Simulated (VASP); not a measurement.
WS2: space group P6_3/mmc (No. 194), a = 3.180 Å, b = 3.180 Å, c = 12.500 Å, α = 90.00°, β = 90.00°, γ = 120.00°. Origin: an entry of the Crystallography Open Database, as set up for an electronic-structure calculation. Forms under 0.4 % of the area are left out.

Q: Which faces does the BFDH rule predict for this crystal?

A: The forms computed, by share of the surface:

```
 form  faces  d (Å)  share of area (%)
{002}      2  6.250               50.7
{100}      6  2.754               24.7
{101}     12  2.689               24.6
```

The crystal is plate-like. Widths along a, b and c stand as 1.00 : 1.00 : 0.38.

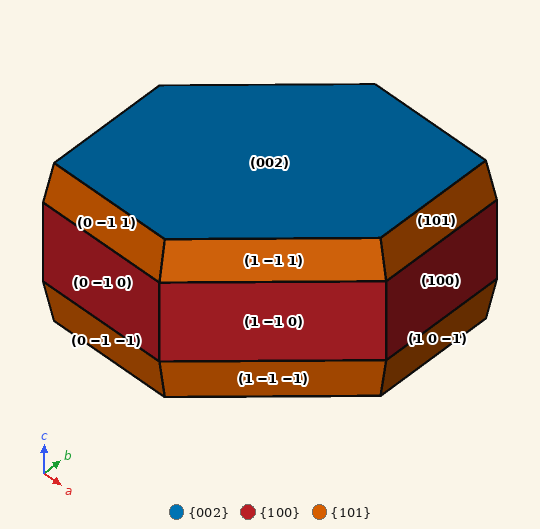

The computed shape, faces indexed. The rule is geometric and ignores bonding and growth conditions.
